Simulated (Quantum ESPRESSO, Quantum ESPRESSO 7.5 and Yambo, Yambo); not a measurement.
**Beyond one shot: SiC (Moissanite)**

How far does self-consistency move the gap of SiC (Moissanite)?

Method: PBE and many-body steps on it, plane waves, in Quantum ESPRESSO 7.5 and Yambo 5.3.0.

**The experiments to reproduce.**

- Gap 3.33 eV: band gap at cryogenic temperature; bulk crystal (literature value) (quoted in “Silicon carbide diodes for neutron detection”, 2020, arxiv:2009.14696).

This is a report of a sequence of runs, with most program output left out.

### 1. The starting structure

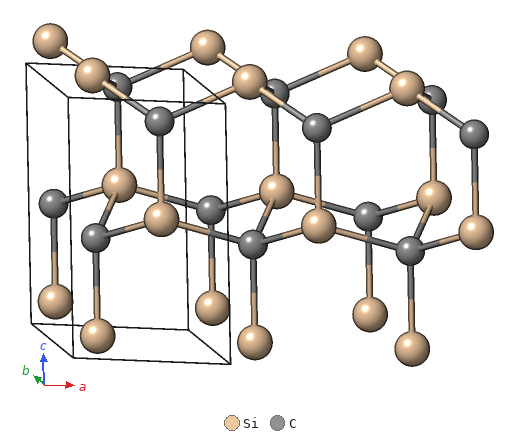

The cell as given, slightly off an axis (silicon light orange, carbon grey). 3×2×1 cells are drawn. Some periodic images of atoms are drawn too.

Geometry: measured (diffraction); atoms relaxed with PBE. The runs that relaxed it are not among those shown.

### 2. Empty states on the mesh, 3×3×4 mesh, 180 bands

This step: Quantum ESPRESSO 7.5; DFT, PBE, plane waves, norm-conserving pseudopotentials.

The sums over transitions need many empty states on a uniform mesh; this step solves for them.

Contents of pw.in:

```
&control
  calculation = 'nscf'
  prefix = 'x'
  outdir = 'o'
  pseudo_dir = 'pseudo'
/
&system
  ibrav = 0
  nat = 4
  ntyp = 2
  ecutwfc = 74.0
  nbnd = 180
  force_symmorphic = .true.
/
&electrons
  conv_thr = 1e-9
  electron_maxstep = 80
  diago_full_acc = .true.
  diago_thr_init = 5e-6
/
ATOMIC_SPECIES
  Si 28.085 Si.upf
  C 12.011 C.upf
CELL_PARAMETERS angstrom
  3.0760000000 0.0000000000 0.0000000000
  -1.5380000000 2.6638941420 0.0000000000
  0.0000000000 0.0000000000 5.0480000000
ATOMIC_POSITIONS crystal
  Si 0.3333333333 0.6666666667 0.0045619064
  Si 0.6666666667 0.3333333333 0.5045619064
  C 0.3333333333 0.6666666667 0.3804380937
  C 0.6666666667 0.3333333333 0.8804380937
K_POINTS automatic
  3 3 4 0 0 0
```

Started as:

```console
$ OMP_NUM_THREADS=1 mpirun -n 4 pw.x -nk 4 -in pw.in > pw.out
```

Wall time 14 s (4 MPI ranks of Arm Neoverse V1, shared host); peak memory 0.38 GiB; 56 s of CPU time.

This step gave:

```
gap                                                           : 2.283 eV
k of the valence top                                          : 0, 0, 0
k of the conduction bottom                                    : 0.3333, 0.3333, 0
least direct gap                                              : 4.286 eV
k points computed                                             : 10
lowest point of the top converged band, above the valence top : 131.1515 eV
```

On this mesh the gap is 2.283 eV.

The density comes from a self-consistent run that is not shown.

### 3. Conversion and set-up

This step: Yambo 5.3.0; conversion and set-up on PBE, plane waves, norm-conserving pseudopotentials.

The states are converted to the many-body program's format and the q mesh is built.

Started as:

```console
$ (cd o/x.save; p2y > p2y.log; mv SAVE ../..); yambo > setup.log
```

Elapsed: 2.1 s, on 1 MPI rank; peak memory 0.23 GiB.

### 4. G0W0

Now the one-shot GW correction: screening in the RPA, then the self-energy of the levels asked for.

This step: G0W0 on PBE, plane waves, norm-conserving pseudopotentials.

Contents of gw1.in:

```
HF_and_locXC
gw0
dyson
ppa
em1d
rim_cut
RandQpts= 1000000
RandGvec= 1 RL
EXXRLvcs= 74 Ry
VXCRLvcs= 296 Ry
Chimod= "HARTREE"
% BndsRnXp
 1 | 180 |
%
NGsBlkXp= 15.5 Ry
% LongDrXp
 1 | 1 | 1 |
%
% GbndRnge
 1 | 180 |
%
DysSolver= "n"
ExtendOut
PPAPntXp= 27.21138 eV
% QPkrange
 1 | 10 | 1 | 14 |
%
```

Started as:

```console
$ OMP_NUM_THREADS=1 mpirun -n 4 yambo -F gw1.in -J gw1 -C gw1 > gw1.log
```

It took 15 min on 4 MPI ranks; peak memory 1.6 GiB; 60 min of CPU time.

Numbers from this step:

- G0W0 gap on the mesh: 2.999 eV
- starting gap on the mesh: 2.283 eV
- k of the valence top: 0, 0, 0
- k of the conduction bottom: 0.3333, 0.3333, 0
- least direct G0W0 gap on the computed points: 5.225 eV
- Z at the valence top: 0.7952
- Z at the conduction bottom: 0.8274

The gap on the mesh goes from 2.28 eV to 3.00 eV, a correction of +0.72 eV.

### 5. evGW0, cycle 1

This step: evGW0 on PBE, plane waves, norm-conserving pseudopotentials.

gw2.in, as its differences from gw1.in of step 4:

```diff
@@ -27 +27,2 @@
 %
+GfnQPdb= "E < ./gw1/ndb.QP"
```

Started as:

```console
$ OMP_NUM_THREADS=1 mpirun -n 4 yambo -F gw2.in -J gw2,gw1_W -C gw2 > gw2.log
```

Run time: 14 min. Hardware: 4 MPI ranks; peak memory 1.5 GiB.

Numbers from this step:

- quasiparticle gap on the mesh: 3.081 eV
- gap of the density functional on the mesh: 2.283 eV
- k of the valence top: 0, 0, 0
- k of the conduction bottom: 0.3333, 0.3333, 0
- least direct quasiparticle gap on the computed points: 5.345 eV
- Z at the valence top: 0.7992
- Z at the conduction bottom: 0.8356

Against G0W0 in Yambo (3×3×4 mesh, 180 bands, screening to 210.9 eV, Godby-Needs plasmon pole), the gap moves by +0.082 eV.

The program's own table gives 3.199 eV, which is too large where the input levels are shifted: this version takes Σc at the unshifted level E₀, yet steps from the shifted one. The value above is the Newton step from E₀, E₀ + Z(Σc + Σx − Vxc), rebuilt from the printed columns.

### 6. evGW0, cycle 2

The corrected levels of the last cycle go back in.

gw3.in, as its differences from gw2.in of step 5:

```diff
@@ -27,2 +27,2 @@
 %
-GfnQPdb= "E < ./gw1/ndb.QP"
+GfnQPdb= "E < ./gw2_fix/ndb.QP"
```

Started as:

```console
$ OMP_NUM_THREADS=1 mpirun -n 4 yambo -F gw3.in -J gw3,gw1_W -C gw3 > gw3.log
```

Run time: 14 min. Hardware: 4 MPI ranks; peak memory 1.5 GiB.

This step gave:

* quasiparticle gap on the mesh: 3.091 eV
* gap of the density functional on the mesh: 2.283 eV
* k of the valence top: 0, 0, 0
* k of the conduction bottom: 0.3333, 0.3333, 0
* least direct quasiparticle gap on the computed points: 5.361 eV

Against the cycle before, the gap moves by +0.010 eV.

The program's own table gives 3.221 eV, which is too large where the input levels are shifted: this version takes Σc at the unshifted level E₀, yet steps from the shifted one. The value above is the Newton step from E₀, E₀ + Z(Σc + Σx − Vxc), rebuilt from the printed columns.

### 7. evGW, cycle 1

This step: evGW on PBE, plane waves, norm-conserving pseudopotentials.

gw4.in, as its differences from gw3.in of step 6:

```diff
@@ -27,2 +27,3 @@
 %
-GfnQPdb= "E < ./gw2_fix/ndb.QP"
+GfnQPdb= "E < ./gw1/ndb.QP"
+XfnQPdb= "E < ./gw1/ndb.QP"
```

Started as:

```console
$ OMP_NUM_THREADS=1 mpirun -n 4 yambo -F gw4.in -J gw4 -C gw4 > gw4.log
```

Elapsed: 15 min, on 4 MPI ranks; peak memory 1.6 GiB.

This step gave:

```
quasiparticle gap on the mesh                         : 3.223 eV
gap of the density functional on the mesh             : 2.283 eV
k of the valence top                                  : 0, 0, 0
k of the conduction bottom                            : 0.3333, 0.3333, 0
least direct quasiparticle gap on the computed points : 5.503 eV
```

Against G0W0 in Yambo (3×3×4 mesh, 180 bands, screening to 210.9 eV, Godby-Needs plasmon pole), the gap moves by +0.224 eV.

The program's own table gives 3.333 eV, which is too large where the input levels are shifted: this version takes Σc at the unshifted level E₀, yet steps from the shifted one. The value above is the Newton step from E₀, E₀ + Z(Σc + Σx − Vxc), rebuilt from the printed columns.

### 8. evGW, cycle 2

gw5.in, as its differences from gw4.in of step 7:

```diff
@@ -27,3 +27,3 @@
 %
-GfnQPdb= "E < ./gw1/ndb.QP"
-XfnQPdb= "E < ./gw1/ndb.QP"
+GfnQPdb= "E < ./gw4_fix/ndb.QP"
+XfnQPdb= "E < ./gw4_fix/ndb.QP"
```

Started as:

```console
$ OMP_NUM_THREADS=1 mpirun -n 4 yambo -F gw5.in -J gw5 -C gw5 > gw5.log
```

Wall time 15 min (4 MPI ranks); peak memory 1.6 GiB.

Numbers from this step:

- quasiparticle gap on the mesh: 3.289 eV
- gap of the density functional on the mesh: 2.283 eV
- k of the valence top: 0, 0, 0
- k of the conduction bottom: 0.3333, 0.3333, 0
- least direct quasiparticle gap on the computed points: 5.584 eV

Against the cycle before, the gap moves by +0.066 eV.

The program's own table gives 3.429 eV, which is too large where the input levels are shifted: this version takes Σc at the unshifted level E₀, yet steps from the shifted one. The value above is the Newton step from E₀, E₀ + Z(Σc + Σx − Vxc), rebuilt from the printed columns.

### 9. evGW, cycle 3

gw6.in, as its differences from gw5.in of step 8:

```diff
@@ -27,3 +27,3 @@
 %
-GfnQPdb= "E < ./gw4_fix/ndb.QP"
-XfnQPdb= "E < ./gw4_fix/ndb.QP"
+GfnQPdb= "E < ./gw5_fix/ndb.QP"
+XfnQPdb= "E < ./gw5_fix/ndb.QP"
```

Started as:

```console
$ OMP_NUM_THREADS=1 mpirun -n 4 yambo -F gw6.in -J gw6 -C gw6 > gw6.log
```

It took 15 min on 4 MPI ranks; peak memory 1.6 GiB; 60 min of CPU time.

This step gave:

```
quasiparticle gap on the mesh                         : 3.309 eV
gap of the density functional on the mesh             : 2.283 eV
k of the valence top                                  : 0, 0, 0
k of the conduction bottom                            : 0.3333, 0.3333, 0
least direct quasiparticle gap on the computed points : 5.609 eV
```

Against the cycle before, the gap moves by +0.020 eV.

The program's own table gives 3.457 eV, which is too large where the input levels are shifted: this version takes Σc at the unshifted level E₀, yet steps from the shifted one. The value above is the Newton step from E₀, E₀ + Z(Σc + Σx − Vxc), rebuilt from the printed columns.

### 10. evGW, cycle 4

gw7.in, as its differences from gw6.in of step 9:

```diff
@@ -27,3 +27,3 @@
 %
-GfnQPdb= "E < ./gw5_fix/ndb.QP"
-XfnQPdb= "E < ./gw5_fix/ndb.QP"
+GfnQPdb= "E < ./gw6_fix/ndb.QP"
+XfnQPdb= "E < ./gw6_fix/ndb.QP"
```

Started as:

```console
$ OMP_NUM_THREADS=1 mpirun -n 4 yambo -F gw7.in -J gw7 -C gw7 > gw7.log
```

It took 15 min on 4 MPI ranks; peak memory 1.6 GiB; 61 min of CPU time.

Numbers from this step:

| Quantity | Value |
| --- | --- |
| quasiparticle gap on the mesh | 3.314 eV |
| gap of the density functional on the mesh | 2.283 eV |
| k of the valence top | 0, 0, 0 |
| k of the conduction bottom | 0.3333, 0.3333, 0 |
| least direct quasiparticle gap on the computed points | 5.616 eV |

Against the cycle before, the gap moves by +0.006 eV.

The program's own table gives 3.465 eV, which is too large where the input levels are shifted: this version takes Σc at the unshifted level E₀, yet steps from the shifted one. The value above is the Newton step from E₀, E₀ + Z(Σc + Σx − Vxc), rebuilt from the printed columns.

### 11. The runs together

Times are wall times on 4 MPI ranks of Arm Neoverse V1, shared host, good to a factor of about two.

```tsv
run	mesh	bands	screening cutoff (eV)	DFT gap (eV)	gap on the mesh (eV)	direct (eV)	time
G0W0	3×3×4	180	210.9	2.283	2.999	5.225	15 min
evGW0, cycle 1	3×3×4	180	210.9	2.283	3.081	5.345	14 min
evGW0, cycle 2	3×3×4	180	210.9	2.283	3.091	5.361	14 min
evGW, cycle 1	3×3×4	180	210.9	2.283	3.223	5.503	15 min
evGW, cycle 2	3×3×4	180	210.9	2.283	3.289	5.584	15 min
evGW, cycle 3	3×3×4	180	210.9	2.283	3.309	5.609	15 min
evGW, cycle 4	3×3×4	180	210.9	2.283	3.314	5.616	15 min
```

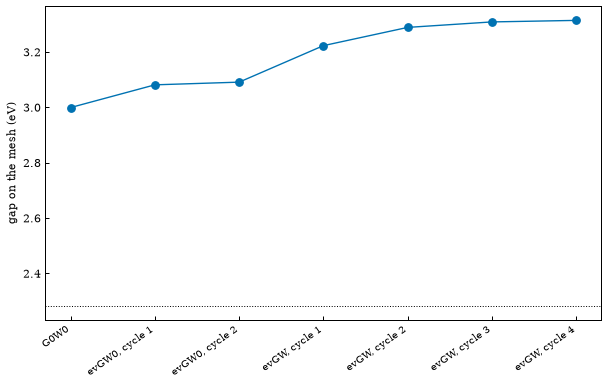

The gap through the cycles; the dotted line is the starting gap.

### 12. Summary of results

```yaml
g0w0: 2.999 eV
evgw0_cycle_1: 3.081 eV
evgw0_cycle_2: 3.091 eV
evgw_cycle_1: 3.223 eV
evgw_cycle_2: 3.289 eV
evgw_cycle_3: 3.309 eV
evgw_cycle_4: 3.314 eV
known_limits: not at the basis limit; coarse k mesh
```

What this shows: evGW0 ends at 3.09 eV, +0.09 eV from G0W0, after 2 cycles that took 28 min beside the first screening; the last moved the gap by 0.010 eV. evGW ends at 3.31 eV, +0.31 eV from G0W0, after 4 cycles that took 60 min beside the first screening; the last moved the gap by 0.006 eV. Against experiment, by evGW, cycle 4: the gap of 3.31 eV lies −0.02 eV from the measured 3.33 eV (kind not stated, quoted 2020). These are gaps on the mesh, at modest bands and cutoff. The calculation has static nuclei and no excitons; a measured gap holds zero-point and thermal motion, which mostly lowers it. Bands and cutoff are finite, so the gap is not at the basis limit. The miss can reach some tenths of an eV and take either sign; the mesh is an error of its own. The 3×3×4 mesh is coarse for this cell, which bears on the long-range parts of exchange and screening.

[Paths, hosts, dates, memory and timing lines, banners, echoed tables and standing remarks are left out of the program output.]

[Logs are printed without paths, hosts, clocks, repeated set-up lines and the standing remarks that a program may print on its own settings, such as how far it seeks lower states.]

[Runs of the session that timed out or met a known fault of the program may be left out.]

[Hosts, paths, dates, database ids (printed as entryN), source tags and the programs' standing remarks are cut or masked in the printed files.]
